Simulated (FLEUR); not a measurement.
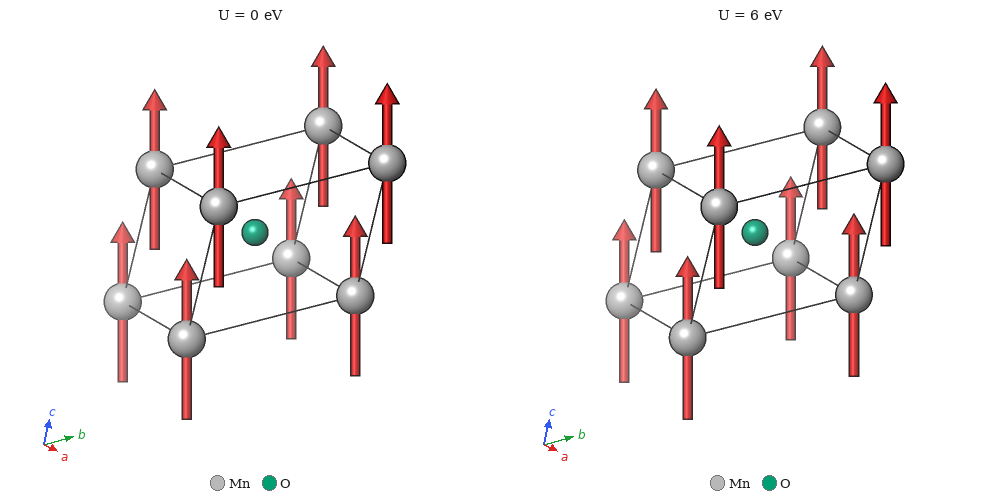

MnO, rock salt (NaCl type), space group Fm-3m (No. 225), a = 4.448 Å, b = 4.448 Å, c = 4.448 Å, α = 90.00°, β = 90.00°, γ = 90.00°. The run's cell of 2 atoms at the smallest and the largest U, with site moments above 0.25 μB as arrows (red up, blue down). The cell is a structure listed in the Materials Project.

One fixed geometry was run with a growing Hubbard U on Mn d. Alike in all runs: FLEUR MaX-R8.1 (later development tree); functional PBEsol; potentials all-electron; basis FLAPW; kmax 4.5 1/bohr; k mesh 8 × 8 × 8 on the run's cell of 2 atoms; occupations fermi-dirac, width 0.05 eV; collinear spin, ferromagnetic start; no spin-orbit coupling.

| U (eV) | gap (eV) | mean size of the moment on Mn (μB) |
| --- | --- | --- |
| 0 | metal | 4.24 |
| 2 | metal | 4.47 |
| 3 | metal | 4.50 |
| 4 | ? | ? |
| 5 | 0.21 | 4.55 |
| 6 | 0.39 | 4.57 |

Fill in the row that is left out.

Answer. At U = 4 eV the run gave no gap and 4.53 μB on Mn. A straight line between the neighbouring rows gives 4.52 μB, which is close.

Where does the gap open?

Answer. Between U = 4 and 5 eV; it reaches 0.39 eV at U = 6 eV.

Total energies at different U can't be compared. Each run keeps the state that it reached from its start, which need not be the lowest. Gaps are the least found on the k-mesh, which can miss the band edges.

Caveat: a cell with one magnetic atom can't hold antiferromagnetic order, which such compounds often take; gaps of a few tenths of an eV or less are fragile: at this level of theory the bands may already be inverted off the mesh, while measured gaps, where the compound is known, are often wider than semilocal functionals give.
